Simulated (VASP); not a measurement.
# NaCl: Na into a neighbouring Na vacancy, part 3 of 6

Wanted: the minimum-energy path in NaCl for this move: Na into a neighbouring Na vacancy. The start is a computed cell from the Materials Project.

VASP 6.6.1; PBEsol; plane waves and PAW (Cl, Na).

So far. Step 2 (Relax the host): The run ended after 3 ionic steps, 0.001 eV below its first step, once forces and stress met EDIFFG = -0.02.

### 3. Relax the start (continued)

Step by step:

```tsv
step	energy less that of the first step (eV)	largest force (eV/Å)
1	0.0000	0.3987
2	-0.0706	0.3413
3	-0.2047	0.1658
4	-0.1114	0.3807
5	-0.2282	0.1595
6	-0.2424	0.1229
7	-0.2612	0.0448
```

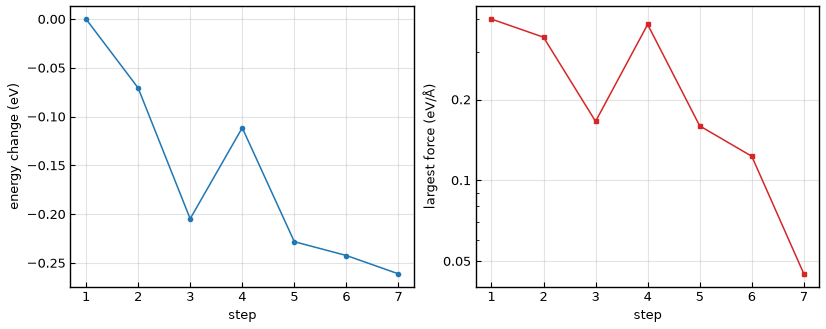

Energy and largest force along the relaxation.

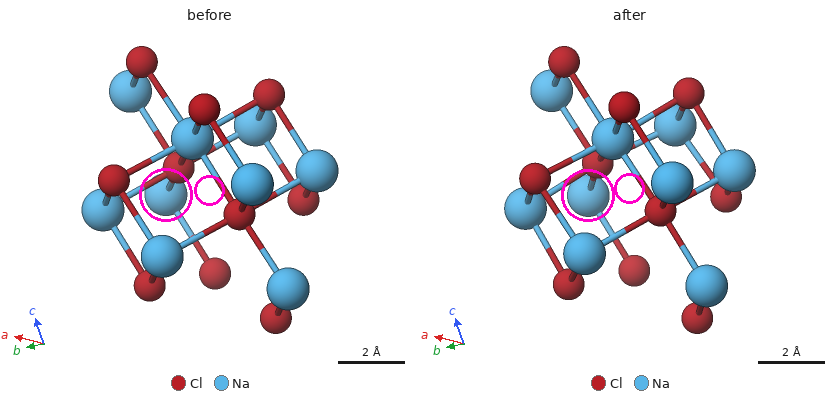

Before and after: the atoms that start within 5 Å of the centre. Na42, which moves most, is ringed if it is among them. A ring with no atom in it marks the empty centre.

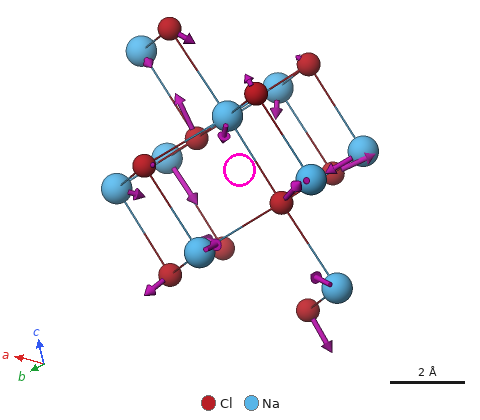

Displacements in the relaxation near the centre, exaggerated; the longest in the cell stands for 0.12 Å. A ring marks the centre wherever it is empty.

The atoms that moved most (Å):

```tsv
atom	dx	dy	dz	length
Na42	0.041	-0.112	0.014	0.120
Cl7	0.017	0.101	-0.008	0.102
Cl21	0.005	-0.099	0.008	0.100
Cl25	0.011	-0.013	-0.096	0.098
Na48	-0.079	0.051	0.000	0.094
Na33	0.050	-0.004	0.078	0.093
Cl19	0.086	0.013	-0.027	0.091
Na38	0.046	0.008	-0.072	0.086
```

A gap read on the k-mesh alone can miss the band edges.

Numbers from this step:

* electronic cycles: 86
* electrons: 216
* free energy (TOTEN): -183.6330 eV
* Fermi energy: -0.0043 eV
* gap on the k-mesh: 4.974 eV
* least direct gap on the k-mesh: 4.974 eV

The run ended after 7 ionic steps, 0.261 eV below its first step, once the forces on the free atoms met EDIFFG = -0.05.

### 4. Relax the end

The end state is relaxed in the same way, so that both ends share their errors.

This cell carries charge -1, set by NELECT and balanced by a uniform background.

INCAR reads:

```
SYSTEM = Na26Cl27
PREC = Normal
ENCUT = 280
EDIFF = 1E-05
NELM = 120
ISMEAR = 0
SIGMA = 0.05
LREAL = Auto
ALGO = Fast
GGA = PS
NELECT = 216
NBANDS = 150
LORBIT = 11
LWAVE = .FALSE.
LCHARG = .FALSE.
NCORE = 6
IBRION = 2
NSW = 60
ISIF = 2
EDIFFG = -0.05
POTIM = 0.4
MAXMIX = 40
ISYM = 0
```

POSCAR reads:

```
Na26Cl27
1.0
    0.0000000000      8.3404434717      8.3404434717
    8.3404434717      0.0000000000      8.3404434717
    8.3404434717      8.3404434717      0.0000000000
Cl Na
27 26
Direct
    0.1674633510      0.1653024746      0.1680271013
    0.1685382911      0.1664739740      0.4986835285
    0.1684866943      0.1653482131      0.8362432073
    0.1671389825      0.4993538360      0.1658922585
    0.1667088716      0.5003749574      0.4998857898
    0.1689755844      0.4963128840      0.8330138277
    0.1704173496      0.8327415376      0.1644452818
    0.1651510529      0.8326135257      0.5019020664
    0.1629131452      0.8343548786      0.8391976745
    0.4991749672      0.1637635258      0.1677002718
    0.5007176700      0.1688895372      0.4981814975
    0.4956456302      0.1711210374      0.8311861653
    0.5034712919      0.4969318183      0.1658562357
    0.5002576602      0.5041268314      0.4971882196
    0.4967483392      0.5041456543      0.8340317221
    0.4992615447      0.8310368493      0.1673486024
    0.4962443138      0.8363790241      0.5014316383
    0.4983353930      0.8344240801      0.8334451195
    0.8324456544      0.1647474381      0.1672343128
    0.8332102813      0.1659894591      0.4996269323
    0.8338170237      0.1679891426      0.8321467973
    0.8327599405      0.4989792777      0.1669123800
    0.8330705259      0.5015068298      0.4972306118
    0.8342396475      0.4999551379      0.8306384897
    0.8299498754      0.8318746846      0.1690906678
    0.8314469455      0.8318328958      0.5025088090
    0.8302188586      0.8337472607      0.8347666029
   -0.0000858193      0.0005717024     -0.0003421445
    0.0033755034     -0.0048206511      0.6676368078
    0.0021625917      0.3303199376     -0.0006786366
   -0.0008683079      0.3340583865      0.3333872758
   -0.0003761025      0.3353370221      0.6652523299
   -0.0003869754      0.6672383623     -0.0016984944
   -0.0018423965      0.6664407804      0.3346264081
   -0.0040896848      0.6682843867      0.6665351640
    0.3316876318      0.0017128304     -0.0016180564
    0.3333798687     -0.0022401606      0.3354419346
    0.3315366958     -0.0040964870      0.6692622586
    0.3279037322      0.3370128235      0.0037542687
    0.3301196097      0.3322800688      0.3364515419
    0.3330677649      0.3325199512      0.6689833918
    0.3331640434      0.6646567434      0.0013346586
    0.3322374411      0.6661441015      0.3349071341
    0.3336823241      0.6642184536      0.6657766835
    0.6665764553      0.0019656142      0.0004357215
    0.6658816728     -0.0010926015      0.3347487520
    0.6676341971     -0.0017101470      0.6699787607
    0.6666111032      0.3322348088     -0.0003229216
    0.6673246118      0.3319777813      0.3330067702
    0.6653300951      0.3354466309      0.6680037218
    0.6668872291      0.6698913325     -0.0009417611
    0.6660169404      0.6664381015      0.3320447269
    0.6650819841      0.6681671937      0.6648910527
```

KPOINTS reads:

```
Automatic mesh
0
Gamma
1 1 1
0 0 0
```

PAW data sets: Cl and Na (PBE family, release 64).

On the command line:

```console
> mpirun -np 6 vasp_gam
```

The log of the run:

```text
[... set-up lines as in an earlier step ...]
 entering main loop
       N       E                     dE             d eps       ncg     rms          rms(c)
DAV:   1     0.176736374939E+04    0.17674E+04   -0.63401E+04   308   0.753E+02
DAV:   2     0.109574403377E+03   -0.16578E+04   -0.15840E+04   442   0.207E+02
DAV:   3    -0.174820835927E+03   -0.28440E+03   -0.28264E+03   384   0.955E+01
DAV:   4    -0.187792810845E+03   -0.12972E+02   -0.12945E+02   368   0.247E+01
DAV:   5    -0.188296747210E+03   -0.50394E+00   -0.50368E+00   400   0.489E+00BRMIX: very serious problems
 the old and the new charge density differ
 old charge density:   215.00000 new  215.99998
    0.113E+01
RMM:   6    -0.183592765713E+03    0.47040E+01   -0.85255E+00   300   0.475E+00    0.786E+00
RMM:   7    -0.183314156815E+03    0.27861E+00   -0.65983E+00   300   0.398E+00    0.556E+00
RMM:   8    -0.183497714879E+03   -0.18356E+00   -0.13137E+00   300   0.236E+00    0.431E+00
RMM:   9    -0.183325200806E+03    0.17251E+00   -0.17110E-01   302   0.855E-01    0.138E+00
RMM:  10    -0.183322388721E+03    0.28121E-02   -0.13728E-01   300   0.635E-01    0.423E-01
RMM:  11    -0.183323844804E+03   -0.14561E-02   -0.23868E-02   316   0.293E-01    0.125E-01
RMM:  12    -0.183324655532E+03   -0.81073E-03   -0.10371E-02   308   0.172E-01    0.233E-01
RMM:  13    -0.183325165769E+03   -0.51024E-03   -0.30525E-03   382   0.916E-02    0.261E-01
RMM:  14    -0.183324631834E+03    0.53394E-03   -0.75052E-04   305   0.467E-02    0.148E-01
RMM:  15    -0.183324405243E+03    0.22659E-03   -0.17480E-03   300   0.680E-02    0.339E-02
RMM:  16    -0.183324414444E+03   -0.92011E-05   -0.84821E-05   287   0.198E-02
   1 F= -.18332441E+03 E0= -.18332441E+03  d E =-.183324E+03
 curvature:   0.00 expect dE= 0.000E+00 dE for cont linesearch  0.000E+00
 trial: gam= 0.00000 g(F)=  0.971E-01 g(S)=  0.000E+00 ort = 0.000E+00 (trialstep = 0.100E+01)
 search vector abs. value=  0.971E-01
 bond charge predicted
       N       E                     dE             d eps       ncg     rms          rms(c)
DAV:   1    -0.183396807119E+03   -0.72402E-01   -0.33136E+00   344   0.314E+00    0.104E+00
RMM:   2    -0.183452219196E+03   -0.55412E-01   -0.32736E-01   305   0.121E+00    0.169E+00
RMM:   3    -0.183416873105E+03    0.35346E-01   -0.58938E-02   304   0.542E-01    0.774E-01
RMM:   4    -0.183416292163E+03    0.58094E-03   -0.17270E-02   312   0.279E-01    0.652E-01
RMM:   5    -0.183416458584E+03   -0.16642E-03   -0.36442E-03   358   0.121E-01    0.614E-01
RMM:   6    -0.183416602107E+03   -0.14352E-03   -0.43552E-04   309   0.377E-02    0.609E-01
RMM:   7    -0.183414266634E+03    0.23355E-02   -0.27973E-03   314   0.824E-02    0.402E-01
RMM:   8    -0.183413402926E+03    0.86371E-03   -0.66071E-03   340   0.119E-01    0.184E-01
RMM:   9    -0.183413470042E+03   -0.67117E-04   -0.91844E-04   320   0.611E-02    0.120E-01
RMM:  10    -0.183413746806E+03   -0.27676E-03   -0.62788E-04   333   0.413E-02    0.202E-01
RMM:  11    -0.183413368662E+03    0.37814E-03   -0.32018E-04   300   0.311E-02    0.124E-01
RMM:  12    -0.183413259671E+03    0.10899E-03   -0.43451E-04   304   0.353E-02    0.710E-02
RMM:  13    -0.183413260339E+03   -0.66816E-06   -0.50590E-05   249   0.160E-02
   2 F= -.18341326E+03 E0= -.18341326E+03  d E =-.888459E-01
[...]
3 F= -.18356450E+03 E0= -.18356450E+03  d E =-.240085E+00
[...]
4 F= -.18349609E+03 E0= -.18349609E+03  d E =-.171671E+00
[...]
5 F= -.18359776E+03 E0= -.18359776E+03  d E =-.273350E+00
[...]
6 F= -.18359780E+03 E0= -.18359780E+03  d E =-.273387E+00
[...]
7 F= -.18361255E+03 E0= -.18361255E+03  d E =-.147527E-01
 trial-energy change:   -0.014753  1 .order   -0.014661   -0.016577   -0.012744
 step:   6.2698(harm=  8.3140)  dis= 0.02563  next Energy=  -183.628024 (dE=-0.302E-01)
 bond charge predicted
       N       E                     dE             d eps       ncg     rms          rms(c)
DAV:   1    -0.183600823088E+03    0.11734E-01   -0.54337E+00   300   0.446E+00    0.140E+00
RMM:   2    -0.183623095311E+03   -0.22272E-01   -0.24169E-01   300   0.131E+00    0.707E-01
RMM:   3    -0.183630696650E+03   -0.76013E-02   -0.65233E-02   326   0.638E-01    0.434E-01
RMM:   4    -0.183632003133E+03   -0.13065E-02   -0.14632E-02   355   0.251E-01    0.335E-01
RMM:   5    -0.183631366810E+03    0.63632E-03   -0.30065E-03   302   0.100E-01    0.988E-02
RMM:   6    -0.183631390631E+03   -0.23821E-04   -0.10499E-03   329   0.664E-02    0.826E-02
RMM:   7    -0.183631380136E+03    0.10496E-04   -0.10475E-04   280   0.242E-02    0.752E-02
RMM:   8    -0.183631361314E+03    0.18821E-04   -0.51895E-05   268   0.147E-02    0.572E-02
RMM:   9    -0.183631351378E+03    0.99360E-05   -0.49571E-05   263   0.133E-02
   8 F= -.18363135E+03 E0= -.18363135E+03  d E =-.335504E-01
 curvature:  -4.12 expect dE=-0.384E-02 dE for cont linesearch -0.215E-02
 trial: gam=-0.14490 g(F)=  0.932E-03 g(S)=  0.000E+00 ort = 0.223E-02 (trialstep = 0.279E+01)
 search vector abs. value=  0.486E-03
 reached required accuracy - stopping structural energy minimisation
```

The job ended after 29 s (6 MPI ranks of AMD EPYC 9R45, shared host; peak memory 0.82 GiB).

From OUTCAR (step 4):

```text
NELECT = 216

 ion  position               nearest neighbor table
   1  0.167  0.165  0.168-  39 2.77  36 2.78  37 2.78  30 2.79  31 2.79
   2  0.169  0.166  0.499-  40 2.73  37 2.77  38 2.78  31 2.79  32 2.80  29 2.81
   3  0.168  0.165  0.836-  36 2.71  30 2.74  41 2.77  28 2.78  38 2.81  32 2.83
   4  0.167  0.499  0.166-  39 2.71  42 2.76  31 2.78  40 2.78  33 2.80  34 2.80
   5  0.167  0.500  0.500-  43 2.76  40 2.77  32 2.77  34 2.78  35 2.79  41 2.80
   6  0.169  0.496  0.833-  41 2.73  39 2.75  44 2.77  30 2.78  33 2.80  35 2.83
   7  0.170  0.833  0.164-  36 2.75  42 2.76  43 2.77  28 2.80  34 2.82
   8  0.165  0.833  0.502-  29 2.74  44 2.77  37 2.78  43 2.78  35 2.78
   9  0.163  0.834  0.839-  28 2.72  38 2.75  33 2.76  29 2.76  42 2.77  44 2.87
  10  0.499  0.164  0.168-  45 2.74  37 2.77  46 2.78  39 2.80  48 2.80  40 2.81
  11  0.501  0.169  0.498-  49 2.75  40 2.77  46 2.78  41 2.79  47 2.83  38 2.85
  12  0.496  0.171  0.831-  41 2.71  36 2.78  50 2.79  47 2.79  39 2.82  45 2.84
  13  0.503  0.497  0.166-  48 2.76  49 2.76  42 2.79  51 2.81  40 2.82  43 2.82
  14  0.500  0.504  0.497-  52 2.74  44 2.74  43 2.76  50 2.80  49 2.81  41 2.83
  15  0.497  0.504  0.834-  42 2.73  44 2.76  53 2.77  50 2.79  48 2.80  39 2.80
  16  0.499  0.831  0.167-  51 2.75  52 2.76  43 2.77  37 2.79  36 2.81  45 2.82
  17  0.496  0.836  0.501-  38 2.73  37 2.74  46 2.77  53 2.77  44 2.79  52 2.83
  18  0.498  0.834  0.833-  38 2.76  36 2.77  47 2.78  51 2.79  53 2.79  42 2.79
  19  0.832  0.165  0.167-  28 2.77  46 2.77  49 2.78  48 2.78  30 2.80
  20  0.833  0.166  0.500-  49 2.77  47 2.78  31 2.79  50 2.82  29 2.82
  21  0.834  0.168  0.832-  48 2.77  50 2.77  32 2.78  45 2.78  28 2.78  29 2.81
  22  0.833  0.499  0.167-  49 2.77  52 2.77  31 2.78  51 2.78  33 2.80  30 2.80
  23  0.833  0.502  0.497-  34 2.75  31 2.76  52 2.77  50 2.78  53 2.79  32 2.79
  24  0.834  0.500  0.831-  32 2.75  35 2.75  53 2.79  48 2.80  30 2.81  51 2.82
  25  0.830  0.832  0.169-  52 2.75  45 2.77  46 2.77  34 2.78  33 2.80  28 2.82
  26  0.831  0.832  0.503-  35 2.74  53 2.75  34 2.78  46 2.78  47 2.79
  27  0.830  0.834  0.835-  51 2.73  47 2.73  33 2.78  35 2.78  45 2.79  29 2.79
  28  1.000  0.001  1.000-   9 2.72  19 2.77   3 2.78  21 2.78   7 2.80  25 2.82  30 3.90  38 3.90
                            36 3.91  45 3.92  48 3.92  29 3.93  33 3.94  34 3.95  46 3.95  32 3.95
  29  0.003  0.995  0.668-   8 2.74   9 2.76  27 2.79   2 2.81  21 2.81  20 2.82  33 3.88  38 3.88
                            44 3.90  37 3.91  35 3.91  28 3.93  47 3.93  45 3.95  31 3.97  32 3.98
  30  0.002  0.330  0.999-   3 2.74   6 2.78   1 2.79  19 2.80  22 2.80  24 2.81  36 3.88  41 3.90
                            28 3.90  39 3.91  32 3.93  49 3.94  48 3.94  31 3.94  33 3.95  35 3.96
  31  0.999  0.334  0.333-  23 2.76  22 2.78   4 2.78  20 2.79   1 2.79   2 2.79  39 3.88  40 3.91
                            34 3.92  52 3.92  32 3.92  49 3.93  33 3.94  50 3.94  30 3.94  37 3.95
  32  1.000  0.335  0.665-  24 2.75   5 2.77  21 2.78  23 2.79   2 2.80   3 2.83  40 3.89  34 3.90
                            35 3.91  31 3.92  30 3.93  50 3.93  53 3.94  48 3.94  41 3.94  28 3.95
  33  1.000  0.667  0.998-   9 2.76  27 2.78  22 2.80   4 2.80  25 2.80   6 2.80  39 3.88  29 3.88
                            51 3.90  35 3.93  44 3.93  52 3.94  42 3.94  45 3.94  31 3.94  28 3.94
[...]
53  0.665  0.668  0.665-  26 2.75  17 2.77  15 2.77  23 2.79  18 2.79  24 2.79  46 3.90  38 3.90
                            50 3.90  34 3.91  35 3.91  44 3.93  52 3.93  32 3.94  47 3.94  42 3.94

 Found      1 irreducible k-points:

 E-fermi :  -0.0128

 k-point     1 :       0.0000    0.0000    0.0000
  band No.  band energies     occupation
    ...
    104      -0.2942      2.00000
    105      -0.2936      2.00000
    106      -0.2916      2.00000
    107      -0.2906      2.00000
    108      -0.2895      2.00000
    109       4.6904      0.00000
    110       6.5377      0.00000
    111       6.5397      0.00000
    112       6.5405      0.00000
    113       6.5806      0.00000
    ...

  Total        3.7814849      3.7565063      3.7408208      0.2295718      0.2287773      0.2128655
  in kB        5.2212625      5.1867734      5.1651158      0.3169799      0.3158829      0.2939128
  external PRESSURE =       5.1910506 kB  Pullay stress =       0.0000000 kB

 POSITION                                       TOTAL-FORCE (eV/Angst)
 -----------------------------------------------------------------------------------
      2.78139      2.78526      2.86131        -0.002315     -0.017659      0.027304
      5.57309      5.57573      2.78478        -0.017415     -0.021205     -0.014601
      8.32607      8.32758      2.79011         0.018258      0.011372     -0.014877
      5.57890      2.78021      5.54488        -0.003476      0.000792     -0.012816
      8.32998      5.57101      5.54879         0.006346     -0.014861      0.001368
     11.11936      8.32718      5.54345         0.007132     -0.000558     -0.011110
      8.24512      2.78794      8.33825        -0.011760     -0.013021      0.007256
     11.12007      5.65487      8.32123        -0.004785      0.014985      0.015240
     13.91948      8.33612      8.32035        -0.009958     -0.006967      0.021097
      2.78041      5.56519      5.54137         0.011949      0.011415      0.001747
      5.57832      8.32922      5.54550        -0.016988      0.012862      0.001354
      8.35021     11.11456      5.55851        -0.018509      0.006182     -0.018066
      5.55644      5.57639      8.33497         0.020238     -0.005075     -0.005500
      8.33047      8.32512      8.34667        -0.010440      0.003187     -0.013395
     11.13228     11.11110      8.33807        -0.016767      0.013990     -0.010378
      8.32676      5.56427     11.12600         0.012474     -0.002266     -0.003674
     11.13052      8.32254     11.11526        -0.014518      0.000503      0.010741
     13.91416     11.11843     11.12828         0.004361     -0.002113     -0.000939
      2.77269      8.24735      8.32996         0.018311     -0.026556      0.008757
      5.66031     11.12399      8.33321         0.018649     -0.009661      0.000001
      8.33057     13.90203      8.34544         0.003532      0.016937     -0.011947
      5.55562      8.32278     11.12817         0.009829      0.018107     -0.014860
      8.33109     11.10806     11.12851        -0.002183      0.009900      0.005340
     11.11633     13.90156     11.12476         0.004180      0.007405     -0.004634
      8.33430      8.32500     13.87665         0.010345      0.008454      0.028524
     11.12905     11.11492     13.79790         0.002465      0.004863     -0.016478
     13.92449     13.90946     13.88168        -0.023952     -0.013983      0.010949
      8.39757      8.39552     16.67320        -0.007506      0.004419     -0.000011
     13.84568      5.51703      8.33613         0.003577     -0.018882     -0.006507
      2.77090      0.05738      2.71656         0.003488     -0.007215      0.000197
      5.50875     11.11832     11.05889        -0.004276      0.002981     -0.002297
      8.34178     13.89099     11.12096         0.007935     -0.002844     -0.010456
     13.89447     16.67900     13.89457         0.004991      0.009912      0.002990
      8.39721     11.11363     13.95217         0.010912      0.007546      0.003154
     11.12535     13.83854     13.93830        -0.000431      0.003799      0.010978
      0.05546      2.77927      2.73064         0.001713     -0.002564     -0.011166
     11.11709      5.51024     11.05308         0.006148     -0.010864     -0.006171
     13.90342      8.34677     11.10005        -0.008104      0.000314      0.010577
[...]
-----------------------------------------------------------------------------------
    total drift:                               -0.001014     -0.002925      0.009403

  FREE ENERGIE OF THE ION-ELECTRON SYSTEM (eV)
  ---------------------------------------------------
  free  energy   TOTEN  =      -183.6313513781 eV

  energy  without entropy=     -183.6313513781  energy(sigma->0) =     -183.63135138

 total charge
# of ion       s       p       d       tot
------------------------------------------
    1        1.576   3.589   0.000   5.165
    2        1.576   3.588   0.000   5.164
    3        1.576   3.588   0.000   5.164
    4        1.576   3.585   0.000   5.161
    5        1.576   3.588   0.000   5.164
    6        1.576   3.585   0.000   5.161
    7        1.576   3.589   0.000   5.165
    8        1.576   3.589   0.000   5.165
    9        1.576   3.585   0.000   5.161
   10        1.576   3.585   0.000   5.161
   11        1.576   3.588   0.000   5.164
   12        1.576   3.585   0.000   5.161
   13        1.576   3.585   0.000   5.161
   14        1.576   3.585   0.000   5.161
   15        1.576   3.585   0.000   5.161
   16        1.576   3.588   0.000   5.164
   17        1.576   3.585   0.000   5.161
   18        1.576   3.585   0.000   5.161
   19        1.576   3.589   0.000   5.165
   20        1.576   3.589   0.000   5.165
   21        1.576   3.585   0.000   5.161
   22        1.576   3.588   0.000   5.164
   23        1.576   3.585   0.000   5.161
   24        1.576   3.584   0.000   5.161
   25        1.576   3.588   0.000   5.164
   26        1.576   3.589   0.000   5.165
   27        1.576   3.588   0.000   5.164
   28        0.045   0.037   0.000   0.082
   29        0.045   0.037   0.000   0.082
   30        0.045   0.037   0.000   0.082
   31        0.045   0.037   0.000   0.082
   32        0.046   0.038   0.000   0.084
   33        0.046   0.038   0.000   0.084
   34        0.045   0.037   0.000   0.082
   35        0.045   0.037   0.000   0.083
   36        0.045   0.037   0.000   0.083
   37        0.045   0.037   0.000   0.083
[...]
--------------------------------------------------
tot         43.751  97.827   0.000 141.577

[... 6 parts as in an earlier step ...]

[... 1 further part left out ...]
```

(Part 3 of 6 ends here.)

[Lines on the potential files, build, host, timing and source positions are cut from VASP's logs without a mark.]

[Logs are printed without paths, hosts, clocks, repeated set-up lines and the standing remarks that a program may print on its own settings, such as how far it seeks lower states.]

[Hosts, paths, dates, database ids (printed as entryN), source tags and the programs' standing remarks are cut or masked in the printed files.]

[Runs that stopped without an error message from VASP are left out.]
